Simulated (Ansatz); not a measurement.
# Single-point calculation of Ni2Si (part 2 of 2)

The same run, continued: Ni2Si (Pnma, 12 atoms in the cell); DFT PBE, scalar-relativistic, plane waves, PAW, spin-polarised (Ansatz 0.2.0); cutoff 420 eV, 4×6×4 k-mesh, Gaussian smearing of 0.1 eV, collinear spins. The structure derives from an entry of the Crystallography Open Database. It belongs to a series of runs on one base structure; here: structure reported for this formula (Pnma, No. 62).

Geometry of the input (Å; fractional positions):
```
4.9900  0.0000  0.0000
0.0000  3.7200  0.0000
0.0000  0.0000  7.0600
Si 0.2360  0.2500  0.3860
Si 0.2640  0.7500  0.8860
Si 0.7360  0.2500  0.1140
Si 0.7640  0.7500  0.6140
Ni 0.9580  0.2500  0.7970
Ni 0.5420  0.7500  0.2970
Ni 0.4580  0.2500  0.7030
Ni 0.0420  0.7500  0.2030
Ni 0.3250  0.2500  0.0630
Ni 0.1750  0.7500  0.5630
Ni 0.8250  0.2500  0.4370
Ni 0.6750  0.7500  0.9370
```

## Output, continued
```
  k-point 0 ↑: bands = ["-86.5369", "-86.5368", "-86.5331", "-86.5331", "-86.1327", "-86.1326", "-86.1258", "-86.1258", "-47.0362", "-47.0358", "-47.0310", "-47.0307", "-46.9504", "-46.9473", "-46.9278", "-46.9257", "-46.9060", "-46.9043", "-46.8905", "-46.8888", "-46.5813", "-46.5809", "-46.5786", "-46.5765", "-46.5762", "-46.5760", "-46.5179", "-46.5170", "-46.5020", "-46.4980", "-46.4872", "-46.4867", "4.5343", "7.1048", "7.1496", "8.8025", "10.6980", "10.8364", "11.7005", "11.9636", "12.3173", "12.4315", "12.7938", "12.9091", "13.0828", "13.1625", "13.2292", "13.2966", "13.6767", "13.6976", "13.7781", "13.8178", "13.9673", "14.1872", "14.2890", "14.4192", "14.5304", "14.5637", "14.7893", "14.8259", "14.9180", "14.9274", "15.1002", "15.1436", "15.2276", "15.2485", "15.4846", "15.5200", "15.5208", "15.6326", "15.6420", "15.7746", "15.8185", "15.9216", "15.9848", "16.0847", "16.1270", "16.2625", "16.4907", "17.0185", "17.9035", "18.0933", "19.2446", "19.5447", "19.8527", "20.0811", "21.0668", "21.0962", "21.4338", "21.6980", "22.0813", "22.4634", "23.2995", "23.6646", "23.6959", "24.6141", "24.7353", "25.3422", "25.4151", "25.9189", "26.5657", "26.8174", "27.6938", "28.1192", "28.3420", "28.5166"]
  k-point 1 ↑: bands = ["-86.5369", "-86.5368", "-86.5331", "-86.5331", "-86.1326", "-86.1326", "-86.1258", "-86.1258", "-47.0361", "-47.0359", "-47.0309", "-47.0307", "-46.9500", "-46.9478", "-46.9274", "-46.9259", "-46.9057", "-46.9045", "-46.8902", "-46.8891", "-46.5813", "-46.5809", "-46.5783", "-46.5765", "-46.5764", "-46.5760", "-46.5178", "-46.5171", "-46.5014", "-46.4986", "-46.4872", "-46.4868", "4.7148", "6.0814", "8.1443", "8.8171", "10.7995", "10.9748", "11.4992", "11.8350", "12.2070", "12.5072", "12.7662", "12.8615", "12.9949", "13.0497", "13.1923", "13.3000", "13.7193", "13.7811", "13.7821", "13.7911", "14.0794", "14.2500", "14.2930", "14.3235", "14.4881", "14.4977", "14.6848", "14.8484", "14.8891", "14.9393", "15.1501", "15.1861", "15.3247", "15.3427", "15.4038", "15.4823", "15.5812", "15.6567", "15.6644", "15.7799", "15.8198", "15.9704", "16.0265", "16.2231", "16.2365", "16.3412", "16.5308", "16.9548", "17.4221", "18.2695", "18.6013", "18.7276", "20.6584", "20.9103", "21.0937", "21.2360", "21.2806", "21.6986", "21.7339", "23.1372", "23.4135", "23.6564", "23.8554", "24.6342", "24.7549", "24.9232", "25.5059", "25.9173", "26.0306", "26.3641", "26.9685", "27.9400", "27.9652", "28.1159"]
  k-point 2 ↑: bands = ["-86.5369", "-86.5369", "-86.5331", "-86.5331", "-86.1326", "-86.1326", "-86.1258", "-86.1258", "-47.0360", "-47.0360", "-47.0308", "-47.0308", "-46.9490", "-46.9490", "-46.9266", "-46.9266", "-46.9051", "-46.9051", "-46.8897", "-46.8897", "-46.5811", "-46.5811", "-46.5774", "-46.5774", "-46.5762", "-46.5762", "-46.5175", "-46.5175", "-46.5000", "-46.5000", "-46.4870", "-46.4870", "5.2445", "5.2445", "8.7186", "8.7186", "11.1025", "11.1025", "11.4159", "11.4159", "12.3159", "12.3159", "12.7167", "12.7167", "13.0335", "13.0335", "13.1839", "13.1839", "13.7146", "13.7146", "13.8843", "13.8843", "14.1820", "14.1820", "14.3033", "14.3033", "14.4629", "14.4629", "14.7958", "14.7958", "14.9161", "14.9161", "15.1966", "15.1966", "15.3214", "15.3214", "15.4197", "15.4197", "15.6230", "15.6230", "15.7775", "15.7775", "16.0237", "16.0237", "16.1508", "16.1508", "16.2238", "16.2238", "16.8543", "16.8543", "17.4080", "17.4080", "18.8863", "18.8863", "20.1871", "20.1871", "21.2063", "21.2063", "21.7487", "21.7487", "23.1409", "23.1409", "24.2698", "24.2698", "24.3342", "24.3342", "24.3951", "24.3951", "24.8016", "24.8016", "25.9094", "25.9094", "27.3945", "27.3945", "27.7154", "27.7154"]
  k-point 35 ↓: bands = ["-86.5349", "-86.5349", "-86.5349", "-86.5349", "-86.1292", "-86.1292", "-86.1292", "-86.1292", "-47.0339", "-47.0339", "-47.0339", "-47.0339", "-46.9412", "-46.9412", "-46.9412", "-46.9412", "-46.8953", "-46.8953", "-46.8953", "-46.8953", "-46.5788", "-46.5788", "-46.5788", "-46.5788", "-46.5459", "-46.5459", "-46.5459", "-46.5459", "-46.4943", "-46.4943", "-46.4943", "-46.4943", "7.9687", "7.9687", "7.9687", "7.9687", "10.1205", "10.1205", "10.1205", "10.1205", "12.7069", "12.7069", "12.7069", "12.7069", "13.0217", "13.0217", "13.0217", "13.0217", "13.6941", "13.6941", "13.6941", "13.6941", "14.1005", "14.1005", "14.1005", "14.1005", "14.5657", "14.5657", "14.5657", "14.5657", "14.9059", "14.9059", "14.9059", "14.9059", "15.3349", "15.3349", "15.3349", "15.3349", "15.5645", "15.5645", "15.5645", "15.5645", "15.7633", "15.7633", "15.7633", "15.7633", "16.4357", "16.4357", "16.4357", "16.4357", "17.8244", "17.8244", "17.8244", "17.8244", "19.8112", "19.8112", "19.8112", "19.8112", "22.2174", "22.2174", "22.2174", "22.2174", "24.1819", "24.1819", "24.1819", "24.1819", "27.2773", "27.2773", "27.2773", "27.2773", "27.8630", "27.8630", "27.8630", "27.8630", "29.2579", "29.2579"]
--- Löwdin populations: 12 sites ---
  site symbol       q [e]    m [muB]
     0     Si      4.4300    -0.0000
     1     Si      4.4300    -0.0000
     2     Si      4.4300    -0.0000
     3     Si      4.4300    -0.0000
     4     Ni     17.5441    -0.0000
     5     Ni     17.5441    -0.0000
     6     Ni     17.5441    -0.0000
     7     Ni     17.5441    -0.0000
     8     Ni     17.5734    -0.0000
     9     Ni     17.5734    -0.0000
    10     Ni     17.5734    -0.0000
    11     Ni     17.5734    -0.0000
  spilling = 0.011313 (of n_electrons = 160.000000)
```

## File populations.tsv
```
# site	symbol	l	j	q_up	q_dn
# orbitals = lowdin
# n_electrons = 160.000000
# spilling = 0.011313
0	Si	0_3S	-	0.683189	0.683189
0	Si	1_3P	-	1.531799	1.531799
1	Si	0_3S	-	0.683189	0.683189
1	Si	1_3P	-	1.531799	1.531799
2	Si	0_3S	-	0.683189	0.683189
2	Si	1_3P	-	1.531799	1.531799
3	Si	0_3S	-	0.683189	0.683189
3	Si	1_3P	-	1.531799	1.531799
4	Ni	0_3S	-	0.995989	0.995989
4	Ni	0_4S	-	0.300720	0.300720
4	Ni	1_3P	-	2.998192	2.998192
4	Ni	2_3D	-	4.477136	4.477136
5	Ni	0_3S	-	0.995989	0.995989
5	Ni	0_4S	-	0.300720	0.300720
5	Ni	1_3P	-	2.998192	2.998192
5	Ni	2_3D	-	4.477136	4.477136
6	Ni	0_3S	-	0.995989	0.995989
6	Ni	0_4S	-	0.300720	0.300720
6	Ni	1_3P	-	2.998192	2.998192
6	Ni	2_3D	-	4.477136	4.477136
7	Ni	0_3S	-	0.995989	0.995989
7	Ni	0_4S	-	0.300720	0.300720
7	Ni	1_3P	-	2.998192	2.998192
7	Ni	2_3D	-	4.477136	4.477136
8	Ni	0_3S	-	0.992990	0.992990
8	Ni	0_4S	-	0.305465	0.305465
8	Ni	1_3P	-	2.995794	2.995794
8	Ni	2_3D	-	4.492467	4.492467
9	Ni	0_3S	-	0.992990	0.992990
9	Ni	0_4S	-	0.305465	0.305465
9	Ni	1_3P	-	2.995794	2.995794
9	Ni	2_3D	-	4.492467	4.492467
10	Ni	0_3S	-	0.992990	0.992990
10	Ni	0_4S	-	0.305465	0.305465
10	Ni	1_3P	-	2.995794	2.995794
10	Ni	2_3D	-	4.492467	4.492467
11	Ni	0_3S	-	0.992990	0.992990
11	Ni	0_4S	-	0.305465	0.305465
11	Ni	1_3P	-	2.995794	2.995794
11	Ni	2_3D	-	4.492467	4.492467
```

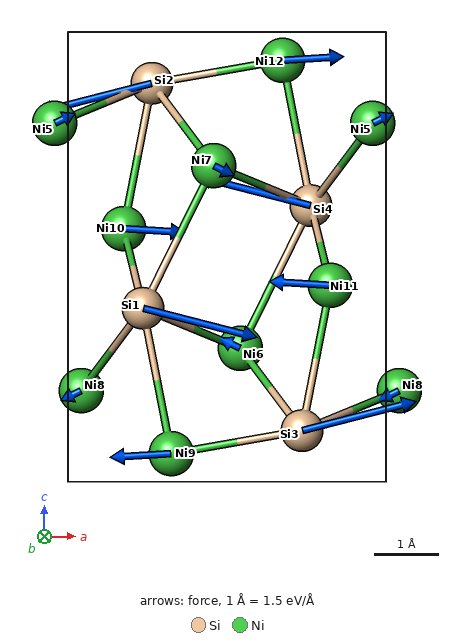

Figure 1. Forces on the atoms as blue arrows (ball-and-stick view of the cell of the calculation, along the b axis; atoms are numbered from 1 in the order of the input). The largest act on all 4 Si atoms (2.79 eV/Å); Ni9, Ni10, Ni11, Ni12 (1.47 eV/Å). The geometry is not a stationary point of this energy.

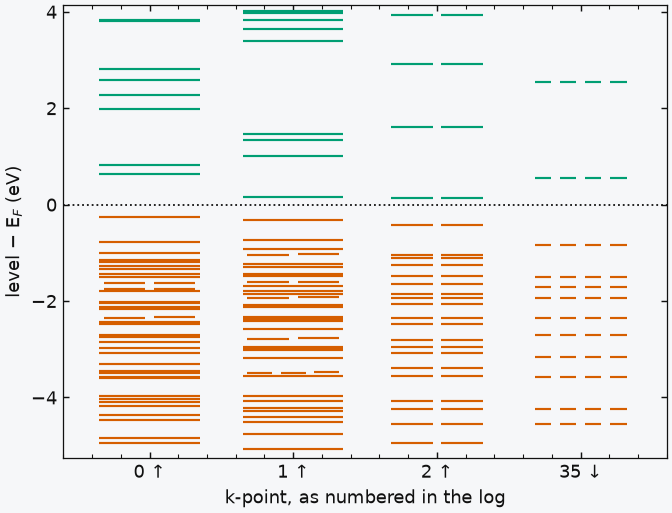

Figure 2. Kohn–Sham levels near the Fermi level (dotted) at the few k-points that the log prints; levels within 0.02 eV of each other stand side by side. The system is metallic on the full mesh.

## Key numbers

```csv
quantity,value
outcome,converged
space group (tolerance 0.01 Å),Pnma (62)
electrons treated,160
free energy,−49266.3739 eV
Fermi energy,17.266 eV
gap on the k-point mesh,none (metallic)
net moment of the cell,0.00 μB
integrated absolute moment,0.00 μB
pressure,7.89 GPa
largest force (length of the vector),2.791 eV/Å
wall time,36 s (CPU time 2.2 min)
peak memory,1 GiB
```

## Notes

The program warns: some starting moments were not kept.
